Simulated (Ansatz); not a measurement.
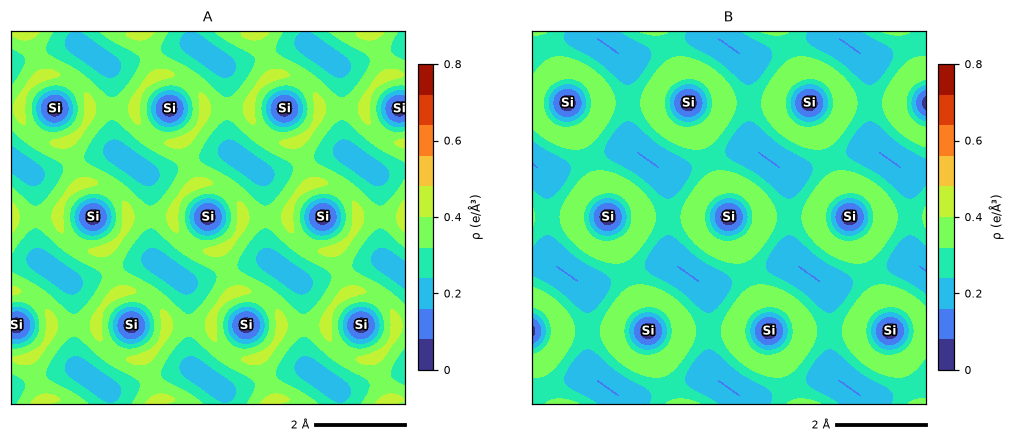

Si. The valence pseudo-density of two cells that differ in size, on the (100) plane of each (indices in the axes of the calculation cell), at one length scale and on one colour scale; one has 13.5 and the other 15.8 Å³ an atom.

Level of theory: DFT, LDA (PW92), plane waves (420 eV) with PAW, scalar-relativistic (Ansatz).

The density is the valence pseudo-density of a PAW calculation; it isn't the true density close to the nuclei.

The larger cell:

```yaml
crystal:
  lattice:
    - [-1.58026, 1.58026, 1.58026]
    - [1.58026, -1.58026, 1.58026]
    - [1.58026, 1.58026, -1.58026]
  atoms:
    - { symbol: Si, position: [0.00000, 0.00000, 0.00000] }
```

The smaller cell: a = 2.600 Å, b = 2.600 Å, c = 2.600 Å, α = 109.47°, β = 109.47°, γ = 109.47°.

Which is the denser cell? Describe the effect of the change.

Answer. Panel A is the smaller cell, by 14 % in volume. From the larger cell to the smaller, Si–Si goes from 2.74 to 2.60 Å, and the density at its midpoint from 0.28 to 0.34 e/Å³; the pressure goes from −9 to 4.7 GPa.
